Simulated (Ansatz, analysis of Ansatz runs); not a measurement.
**How large a cell does a hop of H in TiO2 (I4_1/amd) need?**

How far must a hopping H in TiO2 (I4_1/amd) stand from its periodic copies before the barrier settles? The case: H transfer from O to O, charge +1; the series starts with a cell of 48 host atoms with 1 H put in.

Main program and level: Ansatz 0.2.0; plane-wave PAW DFT, PBEsol; nudged elastic band between two relaxed defect structures at fixed charge in a uniform background.

## Step 1: The structure

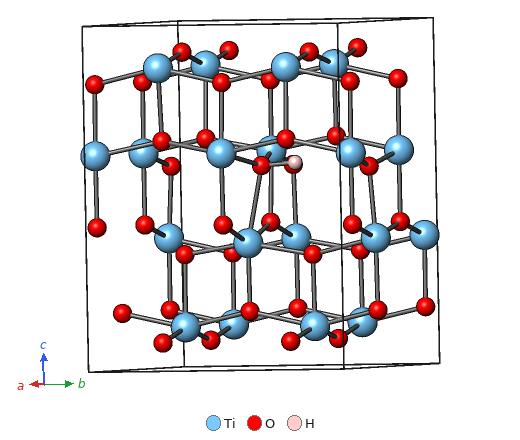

The cell as given, slightly off an axis (titanium blue, oxygen red, hydrogen pink). Some periodic images of atoms are drawn too.

The cell holds 49 atoms: 16 Ti, 32 O and 1 H. Cell: a = 7.538 Å, b = 7.538 Å, c = 9.558 Å, α = 90.0°, β = 90.0°, γ = 90.0°. It derives from TiO2 (space group I4_1/amd). Nearest the centre at fractional (0.375, 0.250, 0.375): O12 at 1.21 Å, O29 at 1.30 Å, Ti2 at 1.60 Å, Ti27 at 1.61 Å, H49 at 1.89 Å, O10 at 2.58 Å, O43 at 2.65 Å, O22 at 2.67 Å. The cell carries charge +1.

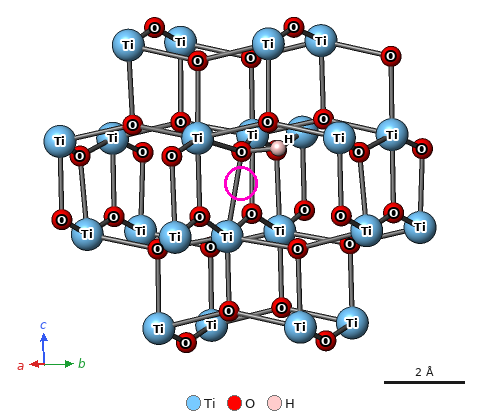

The atoms within 5 Å of the centre. A ring marks the centre wherever it is empty.

The cell's shortest repeat is 7.5 Å.

## Step 2: The band in the smallest cell

In each cell both ends are relaxed first and a climbing-image band joins them. Strain fields of neighbouring copies, and their charges if any, can act otherwise on the top of the path than on its ends, so the barrier may drift with size.

Contents of qp1_c48k1s.neb/input.yaml:

```yaml
crystal:
  lattice:
    - [7.53758642, 0.0, 0.0]
    - [0.0, 7.53758642, 0.0]
    - [0.0, 0.0, 9.55830747]
  atoms:
    - { symbol: Ti, position: [-0.0021237, -0.00584811, -0.00272767] }
    - { symbol: Ti, position: [0.23685361, 0.24302962, 0.50155175] }
    - { symbol: Ti, position: [-0.00157504, 0.24459681, 0.24350288] }
    - { symbol: Ti, position: [0.24908006, -0.00370866, 0.74952097] }
    - { symbol: O, position: [-0.00211883, 0.23777796, 0.45745327] }
    - { symbol: O, position: [0.24782571, -0.00381557, 0.95540555] }
    - { symbol: O, position: [-0.00154043, -0.00453902, 0.203998] }
    - { symbol: O, position: [0.24448145, 0.2464763, 0.70603772] }
    - { symbol: O, position: [-0.00241676, 0.24586702, 0.04144922] }
    - { symbol: O, position: [0.26882073, -0.0009937, 0.53882029] }
    - { symbol: O, position: [-0.00182025, -0.00468128, 0.78913958] }
    - { symbol: O, position: [0.25068557, 0.23995924, 0.29447354] }
    - { symbol: Ti, position: [-0.00231088, 0.49751582, -0.00138692] }
    - { symbol: Ti, position: [0.24646185, 0.74570352, 0.49810664] }
    - { symbol: Ti, position: [-0.00139654, 0.74660717, 0.24851771] }
    - { symbol: Ti, position: [0.24666527, 0.49798156, 0.74877543] }
    - { symbol: O, position: [-0.00203324, 0.76024273, 0.45655645] }
    - { symbol: O, position: [0.24821339, 0.49570019, 0.95550664] }
    - { symbol: O, position: [-0.00159109, 0.49503735, 0.20763878] }
    - { symbol: O, position: [0.24789017, 0.74794181, 0.70481989] }
    - { symbol: O, position: [-0.00221402, 0.74550461, 0.04105071] }
    - { symbol: O, position: [0.23476723, 0.49724545, 0.54102128] }
    - { symbol: O, position: [-0.00185237, 0.49851304, 0.79245484] }
    - { symbol: O, position: [0.24827387, 0.74644785, 0.29122737] }
    - { symbol: Ti, position: [0.49764265, -0.00771174, -0.00309444] }
    - { symbol: Ti, position: [0.75842824, 0.24187763, 0.50153421] }
    - { symbol: Ti, position: [0.49837764, 0.24338988, 0.2375781] }
    - { symbol: Ti, position: [0.74783751, -0.00392261, 0.74982387] }
    - { symbol: O, position: [0.49806706, 0.30095076, 0.46171437] }
    - { symbol: O, position: [0.74813522, -0.00400052, 0.95531097] }
    - { symbol: O, position: [0.49831495, -0.0056262, 0.2068618] }
    - { symbol: O, position: [0.75212904, 0.24616501, 0.70595456] }
    - { symbol: O, position: [0.49787385, 0.24526697, 0.040297] }
    - { symbol: O, position: [0.72691252, -0.00116544, 0.53848093] }
    - { symbol: O, position: [0.49810875, -0.00251783, 0.79239777] }
    - { symbol: O, position: [0.74554101, 0.23943043, 0.29438655] }
    - { symbol: Ti, position: [0.49787416, 0.49891727, -0.00473397] }
    - { symbol: Ti, position: [0.74848847, 0.74511496, 0.49788692] }
    - { symbol: Ti, position: [0.49851335, 0.74298524, 0.24801987] }
    - { symbol: Ti, position: [0.7502763, 0.4978917, 0.74845688] }
    - { symbol: O, position: [0.49800317, 0.72222106, 0.4554338] }
    - { symbol: O, position: [0.74779461, 0.49583309, 0.95546169] }
    - { symbol: O, position: [0.49867418, 0.49573303, 0.20316071] }
    - { symbol: O, position: [0.748764, 0.74805952, 0.70477035] }
    - { symbol: O, position: [0.49760852, 0.74576403, 0.03941669] }
    - { symbol: O, position: [0.76094491, 0.49716261, 0.54125283] }
    - { symbol: O, position: [0.49817378, 0.49608931, 0.78815093] }
    - { symbol: O, position: [0.74813481, 0.74658529, 0.29117946] }
    - { symbol: H, position: [0.49849187, 0.43226308, 0.4692967] }
total_charge: 1
basis:
  ecutwfc: 420
  xc_grid: 2
hamiltonian:
  xc: pbesol
kpoints:
  mp_grid: { grid: [1, 1, 1], shift: [0.25, 0.25, 0.25] }
scf:
  occupations: { method: fixed }
  max_iter: 100
output:
  forces: true
neb:
  images: 3
  f_tol: 0.04
  climbing: true
  initial_path: idpp
  max_iterations: 45
  order_check: false
  final_atoms:
    - { symbol: Ti, position: [-0.00090234, -0.00301996, -0.00331814] }
    - { symbol: Ti, position: [0.24813599, 0.24312096, 0.50864743] }
    - { symbol: Ti, position: [-0.01224773, 0.24205013, 0.24483233] }
[... 1 atom line left out ...]
    - { symbol: O, position: [0.00090515, 0.24008219, 0.45184768] }
[... 4 atom lines left out ...]
    - { symbol: O, position: [0.24830993, -0.00583009, 0.5393241] }
[... 1 atom line left out ...]
    - { symbol: O, position: [0.24871231, 0.30023365, 0.28428766] }
[... 9 atom lines left out ...]
    - { symbol: O, position: [0.24786234, 0.49549661, 0.54314325] }
[... 4 atom lines left out ...]
    - { symbol: Ti, position: [0.509342, 0.24091272, 0.24470841] }
[... 1 atom line left out ...]
    - { symbol: O, position: [0.49579295, 0.24023286, 0.45192197] }
[... 1 atom line left out ...]
    - { symbol: O, position: [0.477964, -0.00160865, 0.2078938] }
[... 4 atom lines left out ...]
    - { symbol: O, position: [0.74857508, 0.23654992, 0.28886046] }
[... 6 atom lines left out ...]
    - { symbol: O, position: [0.51216255, 0.49676481, 0.20487697] }
[... 5 atom lines left out ...]
    - { symbol: H, position: [0.24919386, 0.43153368, 0.27664299] }
```

Run with:

```
$ ansatz run input.yaml --threads 32 --pin off --max-ram 84787MiB --backend cuda --events-out ev --progress --plain --runs-dir out --max-vram 78GiB
```

Numbers of over 12 decimals in the logs are rounded to 6 here.

What it wrote:

```text
[... repeated set-up lines and file paths are left out, and long positions are rounded to six places ...]
Warning: neb: disabling space-group detection — the band's intermediate images generally break the endpoint symmetry, so the full k-mesh is solved, and no spatial operation symmetrises the density, except that a semilocal band can use its path's symmetry [...]
Engine: ansatz 0.2.0, aarch64-unknown-linux-gnu
Pseudopotentials: kind: paw
Pseudopotential: Ti, paw, valence charge 12, recommended cutoff 420 eV (normal), Ti.paw.azcp
Pseudopotential: O, paw, valence charge 6, recommended cutoff 420 eV (normal), O.paw.azcp
Pseudopotential: H, paw, valence charge 1, recommended cutoff 420 eV (normal), H.paw.azcp
Functional definition: PBEsol
  exchange = pbesol_x
  correlation = pbesol_c
parallel-image band execution: 3 concurrent image workers
NEB image 0
[...]
Crystal: 49 atoms, lattice volume = 543.057 Å³
Basis set: ecut = 420 eV, 10615 PW (Γ), exchange–correlation on 108×108×128 points (8 copies of the dense FFT grid, shifted against one another)
Bands: 241, of which v1, the nominal top of the filled ones, is band 192 counted from 1 (191 counted from 0)
Symmetry: 1 space group operations
k-points: 1
Non-local potential: Ti, projectors of the file, l = 0: 3, l = 1: 2, l = 2: 3, l = 3: 1
Non-local potential: O, projectors of the file, l = 0: 2, l = 1: 2, l = 2: 1
Non-local potential: H, projectors of the file, l = 0: 2, l = 1: 1
PAW form: soft (Blöchl's): semilocal exchange-correlation on the pseudo side does not see the compensation charge
PAW frozen core: Ti, regenerated for the run's functional, and the local potential with it (the file was generated under x = pbe(κ = 0.804, μ = 0.219515), c = pbe(β = 0.066725))
PAW frozen core: O, regenerated for the run's functional, and the local potential with it (the file was generated under x = pbe(κ = 0.804, μ = 0.219515), c = pbe(β = 0.066725))
PAW one-centre angular grid: Ti, 590 points (default); XC on 64 Gauss nodes
PAW one-centre angular grid: O, 110 points (default); XC on 64 Gauss nodes
PAW one-centre angular grid: H, 110 points (default); XC on 64 Gauss nodes
Initial density: superposition of atomic densities (neutral atoms scaled as one to the charged cell's electrons: chi_scale 0, normalization atom), corrected by the library's trained network
Initial wavefunctions: pseudopotential atomic-orbital guess
[...]
Functional: x = pbesol(κ = 0.804, μ = 0.123457), c = pbesol(β = 0.046)
SCF iter   1: F=—  HF=-57623.313615 eV  |F-HF|=—  |Δ(HF+E_count)|=         —  Δρ=1.54e-2  dr2=1.16e0  ethr=1.77e-3  ⟨swp⟩=4.0  Hψ=732  notcnv=0  defer=45
preconditioner: auto → Resta (q_TF=auto, 2.575 Å⁻¹)  ε∞=8.0  [insulator: Δε(μ)=2.664 eV  Ē_g=9.632 eV  n_scr=138 (ndim 8)  ℏωp=25.5 eV  f_vac=0.097  ε∞_Penn≈8.0]
[...]
NEB image 1
[...]
SCF 3 converged in 11 iterations: F = -57621.216608 eV  dr2 = 8.06e-8
NEB image 2
[...]
SCF 4 converged in 11 iterations: F = -57619.991486 eV  dr2 = 7.66e-8
[...]
NEB image 3
[...]
SCF 5 converged in 11 iterations: F = -57621.195805 eV  dr2 = 6.96e-8
[...]
SCF 7 converged in 11 iterations: F = -57620.816776 eV  dr2 = 2.10e-8
[...]
SCF 9 converged in 11 iterations: F = -57622.112328 eV  dr2 = 3.99e-8
[...]
SCF 11 converged in 11 iterations: F = -57621.659893 eV  dr2 = 4.31e-8
[...]
SCF 29 converged in 8 iterations: F = -57622.612387 eV  dr2 = 4.67e-8
[...]
SCF 31 converged in 7 iterations: F = -57621.572644 eV  dr2 = 2.70e-8
[...]
SCF 33 converged in 6 iterations: F = -57622.615502 eV  dr2 = 4.70e-8
[...]
SCF 35 converged in 6 iterations: F = -57622.615277 eV  dr2 = 5.75e-8
[...]
forward barrier  = 1.531342 eV
  backward barrier = 1.532585 eV
  climbing image's point = of an order that was not read
  energies are F+E_penalty+E_count in eV, relative to image 0
  image     s (Å)  Δ vs image 0  max|band force component| (eV/Å)
      0    0.0000      0.000000                                 —
      1    0.8056      0.489851                          2.061e-2
  *   2    1.6114      1.531342                          1.615e-2
      3    2.4134      0.490076                          1.583e-2
      4    3.2153     -0.001243                                 —
  climbing-image geometry (image 2):
  cell:  # Å, volume = 543.0572 Å³
    - [7.53758642, 0.0, 0.0]
    - [0.0, 7.53758642, 0.0]
    - [0.0, 0.0, 9.55830747]
  atoms:
    - { symbol: Ti, position: [-0.002755, 0.000230, -0.000462] }
    - { symbol: Ti, position: [0.228109, 0.233284, 0.515981] }
    - { symbol: Ti, position: [0.006575, 0.253612, 0.247279] }
    - { symbol: Ti, position: [0.247745, -0.010663, 0.753190] }
    - { symbol: O, position: [-0.005468, 0.238874, 0.457182] }
    - { symbol: O, position: [0.247804, -0.003778, 0.955373] }
    - { symbol: O, position: [0.015625, 0.002352, 0.206557] }
    - { symbol: O, position: [0.244469, 0.243625, 0.711252] }
    - { symbol: O, position: [-2.513849791225414e-6, 0.250777, 0.043196] }
    - { symbol: O, position: [0.257007, -0.006605, 0.541253] }
    - { symbol: O, position: [-0.002653, -0.001672, 0.790167] }
    - { symbol: O, position: [0.257782, 0.280422, 0.297457] }
    - { symbol: Ti, position: [-0.003765, 0.502053, -0.000953] }
    - { symbol: Ti, position: [0.246714, 0.737259, 0.497520] }
    - { symbol: Ti, position: [-0.000893, 0.752272, 0.249227] }
    - { symbol: Ti, position: [0.247785, 0.499329, 0.751278] }
[...]
- { symbol: Ti, position: [0.498843, 0.500660, -0.004899] }
    - { symbol: Ti, position: [0.747152, 0.751551, 0.496910] }
    - { symbol: Ti, position: [0.499394, 0.738034, 0.248890] }
    - { symbol: Ti, position: [0.750352, 0.500705, 0.747197] }
[...]
- { symbol: O, position: [0.498215, 0.746731, 0.038472] }
    - { symbol: O, position: [0.757061, 0.500340, 0.538875] }
    - { symbol: O, position: [0.498289, 0.497283, 0.788586] }
    - { symbol: O, position: [0.748503, 0.758091, 0.290358] }
    - { symbol: H, position: [0.373179, 0.348238, 0.373190] }
```

The job ended after 8.4 s (1 × NVIDIA GB200 with 32 threads of Arm Neoverse V2, shared host; peak memory 1.5 GiB; 34 s of CPU time).

The column dr2 measures how far the density is from self-consistency, as an energy; F and HF (Harris–Foulkes) agree once it is small.

The path, image by image:

```csv
image,path (Å),energy (eV),"H49: x, y, z (Å)"
0,0.000,0.0000,"3.757, 3.258, 4.486"
1,0.806,0.4899,"3.318, 2.993, 3.993"
2,1.611,1.5313,"2.813, 2.625, 3.567"
3,2.413,0.4901,"2.311, 2.992, 3.142"
4,3.215,-0.0012,"1.878, 3.253, 2.644"
```

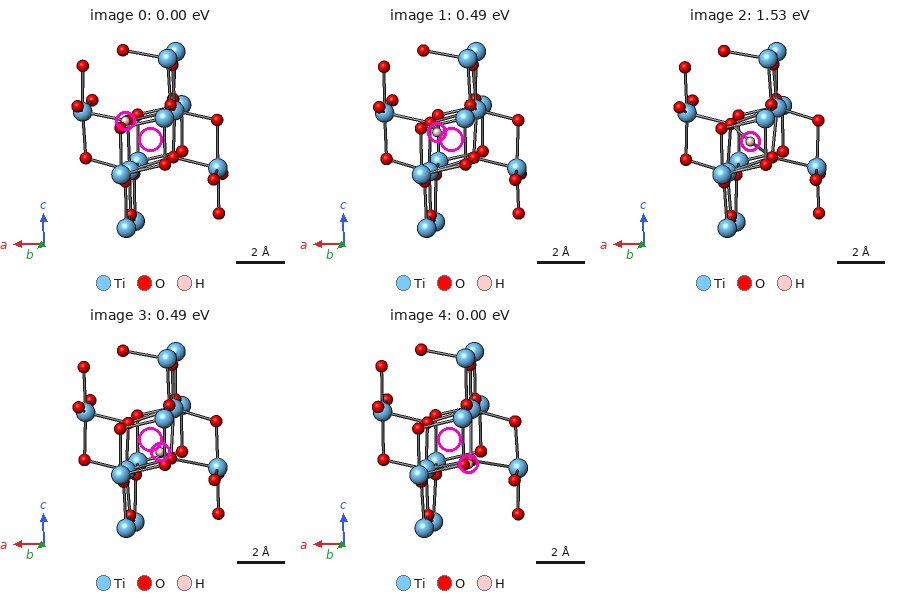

Images along the path; H49 is ringed. A ring with no atom in it marks the empty centre.

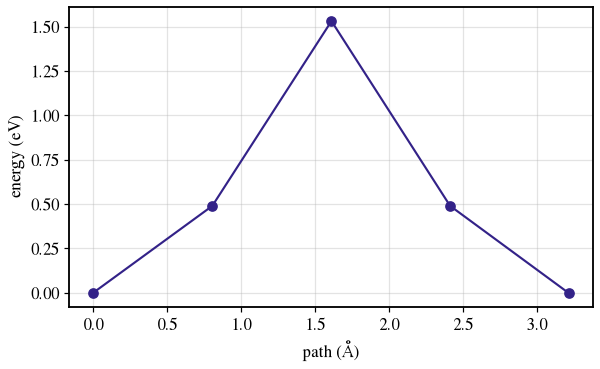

Energy along the path.

## Step 3: The series

The other cells are run alike, on 1 × NVIDIA GB200 with 32 threads of Arm Neoverse V2, shared host.

```
host atoms  shortest repeat (Å)                k-points  forward (eV)  backward (eV)  hop length (Å)  iterations  time of the band  peak memory (GiB)
        48                  7.5  one point at (¼, ¼, ¼)         1.531          1.533            2.63          11               8 s                1.5
        72                  8.4  one point at (¼, ¼, ¼)         1.605          1.605            2.74          10              13 s                1.9
       108                 10.9  one point at (¼, ¼, ¼)         1.574          1.575            2.73          11              18 s                2.4
```

Energies along each band (eV from the start):

```csv
host atoms,k-points,energies
48,"one point at (¼, ¼, ¼)","0.000, 0.490, 1.531, 0.490, -0.001"
72,"one point at (¼, ¼, ¼)","0.000, 0.498, 1.605, 0.494, 0.000"
108,"one point at (¼, ¼, ¼)","0.000, 0.490, 1.574, 0.491, -0.001"
```

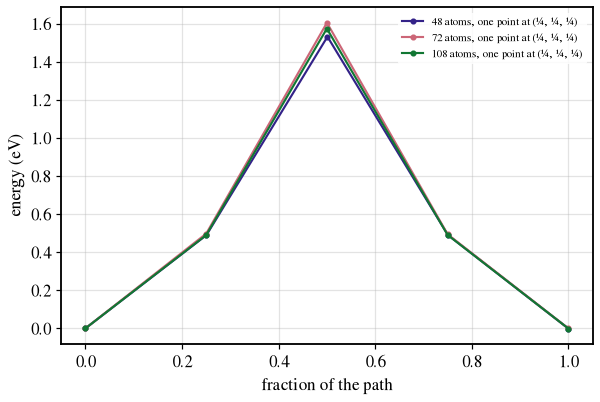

The bands, by cell.

## Step 4: Results

| Quantity | Value |
| --- | --- |
| barrier, 48 atoms, one point at (¼, ¼, ¼) | 1.531 eV |
| barrier, 72 atoms, one point at (¼, ¼, ¼) | 1.605 eV |
| barrier, 108 atoms, one point at (¼, ¼, ¼) | 1.574 eV |

The largest cell gives a barrier of 1.57 eV and the first set-up 1.53 eV; over the series the values spread by 0.07 eV. The last two differ by 0.031 eV, so the series has not settled. From 48 atoms on it stays within 0.05 eV of the last value, at 44 % of the last band's time. One k-point samples cells of unlike shape differently, so the spread mixes size with sampling. The time of one iteration grows about as the number of atoms to the power 1.0, on shared hosts. No image-charge correction is applied. The order of the top as a saddle was not checked for all atoms, so a bent path could be lower. What this leaves open: one k-point off the zone centre stands for the whole zone.

[Logs are printed without paths, hosts, clocks, repeated set-up lines and the standing remarks that a program may print on its own settings, such as how far it seeks lower states.]

[Hosts, paths, dates, database ids (printed as entryN), source tags and the programs' standing remarks are cut or masked in the printed files.]
